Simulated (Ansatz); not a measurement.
Ga2O: several calculations on one system

**1. Vibrations**

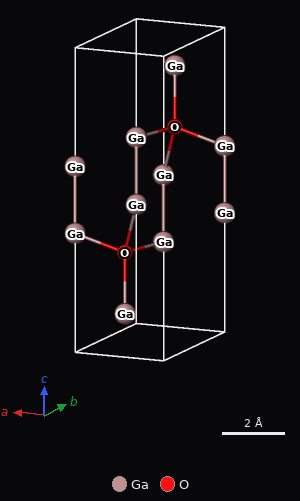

Normal modes of a crystal of Ga₂O (a generated structure) relaxed at 8 GPa, space group P-3m1 (No. 164), at the zone centre. A ball-and-stick model of the cell of the calculation, seen from a free direction.

Computed with Ansatz, DFT PBEsol, scalar-relativistic, plane waves, PAW.

Input
```yaml
crystal:
  lattice:
    - [2.9305135521, 0.0, 0.0]
    - [-1.4652567761, 2.5378991823, 0.0]
    - [0.0, 0.0, 10.9435922678]
  atoms:
    - { symbol: Ga, position: [0.0, 0.0, 0.3900372497] }
    - { symbol: Ga, position: [0.0, 0.0, 0.6099627503] }
    - { symbol: Ga, position: [0.6666666667, 0.3333333333, 0.1036424274] }
    - { symbol: Ga, position: [0.3333333333, 0.6666666667, 0.8963575726] }
    - { symbol: O, position: [0.6666666667, 0.3333333333, 0.3048861929] }
    - { symbol: O, position: [0.3333333333, 0.6666666667, 0.6951138071] }
basis:
  ecutwfc: 420
kpoints:
  mp_grid: { grid: [12, 12, 4] }
hamiltonian:
  xc: pbesol
scf:
  occupations: { method: fermi_dirac, width: 0.15 }
output:
  eigenvalues: true
phonons:
  method: dfpt
  eigenvectors: true
```

Run as
```bash
ansatz run input.yaml --threads 2 --pin off --max-ram 7168MiB --backend cpu --events-out ev --progress --plain --runs-dir out
```

The frequencies depend somewhat on the k-mesh and the smearing.

**Give the spectrum at this point.**

The calculation's cell holds 6 atoms, so there are 15 optical modes, in 10 levels. The optical modes span 3E_g + 2E_u + 2A₂u + 3A₁g. No level is unstable.

| level | symmetry | frequency (cm⁻¹) | activity |
| --- | --- | --- | --- |
| 1 | E_g | 25 | Raman-active |
| 2 | E_u | 53 | infrared-active |
| 3 | E_g | 69 | Raman-active |
| 4 | A₂u | 125 | infrared-active |
| 5 | A₁g | 146 | Raman-active |
| 6 | A₁g | 224 | Raman-active |
| 7 | A₂u | 395 | infrared-active |
| 8 | E_g | 411 | Raman-active |
| 9 | A₁g | 422 | Raman-active |
| 10 | E_u | 424 | infrared-active |

The crystal is a metal, so free carriers screen the infrared response.

The modes drawn as arrows (one member of each degenerate set), 6 of the levels:

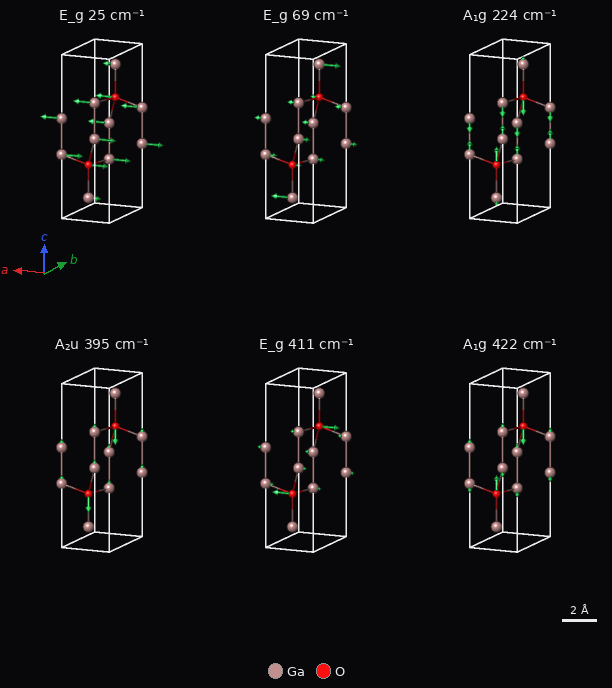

Limits of the set-up: layers or molecules are held without a dispersion correction, so their spacing is unreliable.

**2. Vibrations**

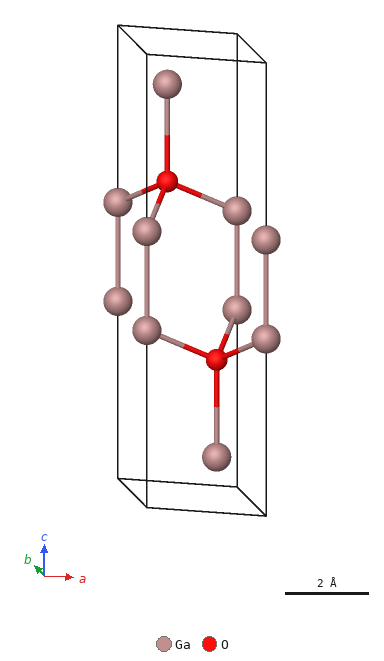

Lattice vibrations of solid Ga2O (a generated structure) at 0.98 times its rest volume, at the zone centre. A ball-and-stick model of the cell of the calculation, seen slightly off an axis.

Level of theory: Ansatz, DFT PBEsol, scalar-relativistic, plane waves, PAW.

Input
```yaml
crystal:
  lattice:
    - [3.0258623285, 0.0, 0.0]
    - [-1.5129311643, 2.6204736448, 0.0]
    - [0.0, 0.0, 11.3713846749]
  atoms:
    - { symbol: Ga, position: [0.0, 0.0, 0.3908503171] }
    - { symbol: Ga, position: [0.0, 0.0, 0.6091496829] }
    - { symbol: Ga, position: [0.6666666667, 0.3333333333, 0.1026111749] }
    - { symbol: Ga, position: [0.3333333333, 0.6666666667, 0.8973888251] }
    - { symbol: O, position: [0.6666666667, 0.3333333333, 0.3171028236] }
    - { symbol: O, position: [0.3333333333, 0.6666666667, 0.6828971764] }
basis:
  ecutwfc: 420
kpoints:
  mp_grid: { grid: [12, 12, 4] }
hamiltonian:
  xc: pbesol
scf:
  occupations: { method: fermi_dirac, width: 0.15 }
output:
  eigenvalues: true
phonons:
  method: dfpt
  eigenvectors: true
```

Command:
```bash
ansatz run input.yaml --threads 2 --pin off --max-ram 7168MiB --backend cpu --events-out ev --progress --plain --runs-dir out
```

The frequencies depend somewhat on the k-mesh and the smearing.

### Which optical modes does it have, at what frequencies, and is it stable there?

The calculation's cell holds 6 atoms, so there are 15 optical modes, in 10 levels. The optical modes span 2E_u + 3E_g + 2A₂u + 3A₁g. No level is unstable.

| level | symmetry | frequency (cm⁻¹) | activity |
| --- | --- | --- | --- |
| 1 | E_u | 44 | infrared-active |
| 2 | E_g | 50 | Raman-active |
| 3 | A₂u | 62 | infrared-active |
| 4 | E_g | 66 | Raman-active |
| 5 | A₁g | 108 | Raman-active |
| 6 | A₁g | 182 | Raman-active |
| 7 | A₂u | 374 | infrared-active |
| 8 | A₁g | 390 | Raman-active |
| 9 | E_g | 423 | Raman-active |
| 10 | E_u | 430 | infrared-active |

The crystal is a metal, so free carriers screen the infrared response.

The modes drawn as arrows (one member of each degenerate set), 6 of the levels:

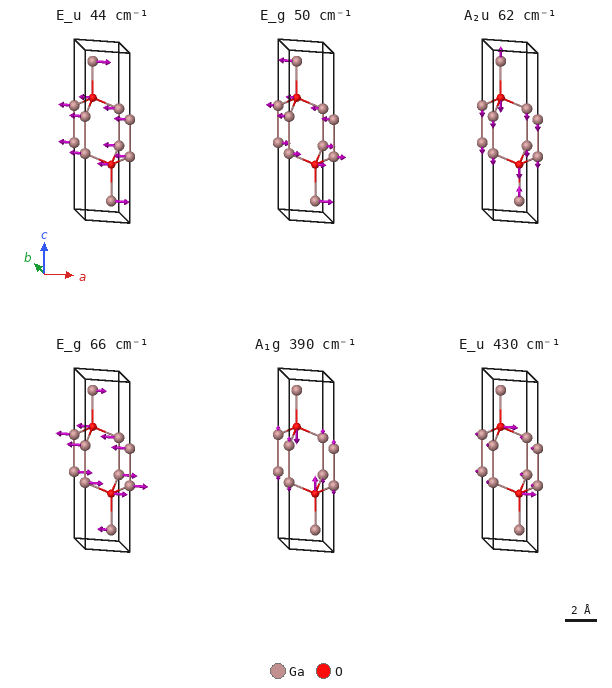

Limits of the set-up: layers or molecules are held without a dispersion correction, so their spacing is unreliable.

**3. One mode**

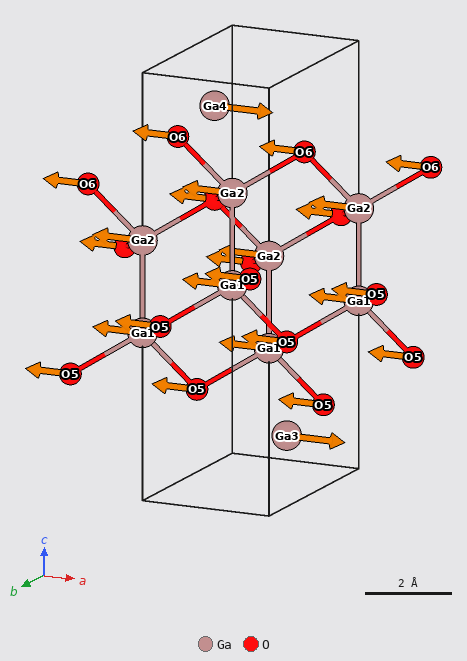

One vibrational mode of solid Ga2O (a generated structure) at the zone centre. The orange arrows are the displacements of the atoms (eigenvector over the root of the mass), of arbitrary overall length and sign. The picture is a ball-and-stick view of the cell of the calculation, seen from a free direction.

Method: DFT PBEsol, scalar-relativistic, plane waves, PAW (Ansatz 0.2.0).

Input
```yaml
crystal:
  lattice:
    - [3.0335953153, 0.0, 0.0]
    - [-1.5167976577, 2.6271706078, 0.0]
    - [0.0, 0.0, 11.5443720463]
  atoms:
    - { symbol: Ga, position: [0.0, 0.0, 0.3920579641] }
    - { symbol: Ga, position: [0.0, 0.0, 0.6079420359] }
    - { symbol: Ga, position: [0.6666666667, 0.3333333333, 0.1020915016] }
    - { symbol: Ga, position: [0.3333333333, 0.6666666667, 0.8979084984] }
    - { symbol: O, position: [0.6666666667, 0.3333333333, 0.3209844182] }
    - { symbol: O, position: [0.3333333333, 0.6666666667, 0.6790155818] }
basis:
  ecutwfc: 420
kpoints:
  mp_grid: { grid: [12, 12, 4] }
hamiltonian:
  xc: pbesol
scf:
  occupations: { method: fermi_dirac, width: 0.15 }
output:
  eigenvalues: true
phonons:
  method: dfpt
  eigenvectors: true
```

Command:
```bash
ansatz run input.yaml --threads 2 --pin off --max-ram 7168MiB --backend cpu --events-out ev --progress --plain --runs-dir out
```

The frequencies depend somewhat on the k-mesh and the smearing.

> What mode is this, and where does it lie in the spectrum?

This is the E_u mode (doubly degenerate; one member of the set is drawn) at 40 cm⁻¹, the lowest optical level, infrared-active by symmetry. The Ga (2d) sublattice moves against the Ga (2c) and O sublattices, along a; the kinetic energy is shared as Ga 92 %, O 8 %. The crystal is a metal, so free carriers screen the infrared response.

Limits of the set-up: layers or molecules are held without a dispersion correction, so their spacing is unreliable.

**4. Softest mode**

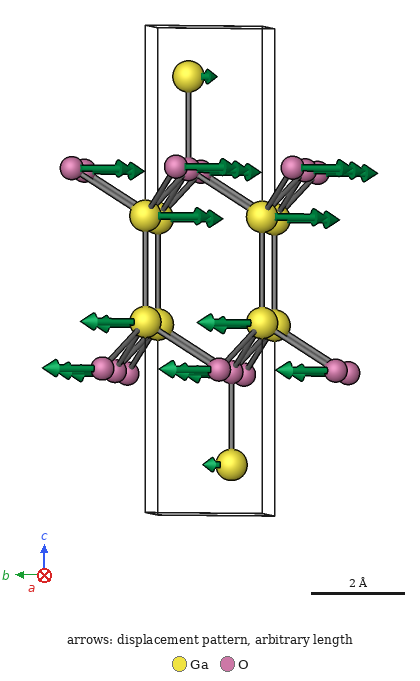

The lowest optical mode of a crystal of Ga$_{2}$O (a generated structure) relaxed at 25 GPa, space group P-3m1 (No. 164), at the zone centre. Displacements are drawn as green arrows; their common scale and sign are arbitrary. A ball-and-stick model of the cell of the calculation, seen from a free direction.

Theory: Ansatz 0.2.0, DFT PBEsol, scalar-relativistic, plane waves, PAW. Settings: plane-wave cutoff 420 eV; k-point mesh 12 × 12 × 4; occupations fermi dirac; smearing width 0.15 eV; target pressure 25 GPa; no spin polarisation.

The frequencies depend somewhat on the k-mesh and the smearing.

> Is the structure stable against all modes at this point?

No. This is the E_g mode (doubly degenerate; one member of the set is drawn) at 43i cm⁻¹, the lowest optical level, Raman-active by symmetry. All motion is along b; atoms of one kind move against one another, with no net shift of any sublattice; the Ga–Ga, Ga–O bond lengths don't change to first order, so for these it is a bending, tilting or sliding motion; the kinetic energy is shared as Ga 84 %, O 16 %. The frequency is imaginary, so the structure is unstable against this distortion. Freezing in the drawn pattern lowers the space group from P-3m1 to P-1 (No. 2).

Limits of the set-up: layers or molecules are held without a dispersion correction, so their spacing is unreliable.
